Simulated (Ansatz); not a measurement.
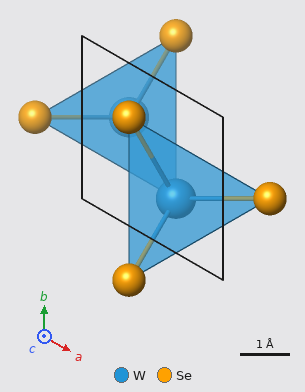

This is the input geometry for a relaxation of solid WSe$_{2}$ (a generated structure, set up in P6_3/mmc). The picture is a polyhedral view of the cell of the calculation, seen along the c axis.

Case: S → Se on all its sites, cell and atoms relaxed.

Level of theory: Ansatz 0.2.0, DFT PBE, scalar-relativistic, plane waves, PAW.

Input
```yaml
crystal:
  lattice:
    - [3.3578119192, 0.0, 0.0]
    - [-1.6789059596, 2.9079504232, 0.0]
    - [0.0, 0.0, 15.6645242757]
  atoms:
    - { symbol: W, position: [0.3333333333, 0.6666666667, 0.25] }
    - { symbol: W, position: [0.6666666667, 0.3333333333, 0.75] }
    - { symbol: Se, position: [0.3333333333, 0.6666666667, 0.644354158] }
    - { symbol: Se, position: [0.6666666667, 0.3333333333, 0.144354158] }
    - { symbol: Se, position: [0.3333333333, 0.6666666667, 0.855645842] }
    - { symbol: Se, position: [0.6666666667, 0.3333333333, 0.355645842] }
basis:
  ecutwfc: 420
kpoints:
  mp_grid: { grid: [12, 12, 2] }
hamiltonian:
  xc: pbe
scf:
  occupations: { method: gaussian, width: 0.02 }
output:
  forces: true
  stress: true
  eigenvalues: true
relax:
  adjacent_minimum: "off"
  f_tol: 0.01
  max_steps: 60
  cell: { stress_tol: 0.1 }
```

Command:
```bash
ansatz run input.yaml --threads 1 --pin off --max-ram 2560MiB --backend cpu --events-out ev --progress --plain --runs-dir out
```

What does the optimiser find from here?

The largest moves relative to the cell, 0.029 Å, are those of Se3, Se4, Se5 and Se6. Se4 goes along −c. W stays in place. The volume changes by −2.5 %, with a = b 3.358 → 3.321 Å (−1.1 %), c 15.665 → 15.617 Å (−0.3 %). The space group stays P6_3/mmc (No. 194). After 2 accepted moves (4 points after the start) the energy has fallen by 24.4 meV per cell of the calculation. Largest force component: 0.17 eV/Å at the start, 0.0044 eV/Å at the end. Pressure: −0.64 GPa at the start and −0.03 GPa at the end. The line search rejected the trial step at point 1 of the run. At 1 point the geometry stayed and the basis and grid were re-selected for the new cell (energy shift of 0.5 meV per cell of the calculation at most each time). The run took 3.8 min on 1 thread of AMD EPYC (Zen 3), with other jobs on the host, peak memory 0.59 GiB.

After the run, drawn alike:

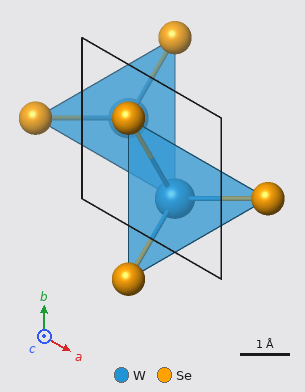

Limits of the set-up: layers or molecules are held without a dispersion correction, so their spacing is unreliable.
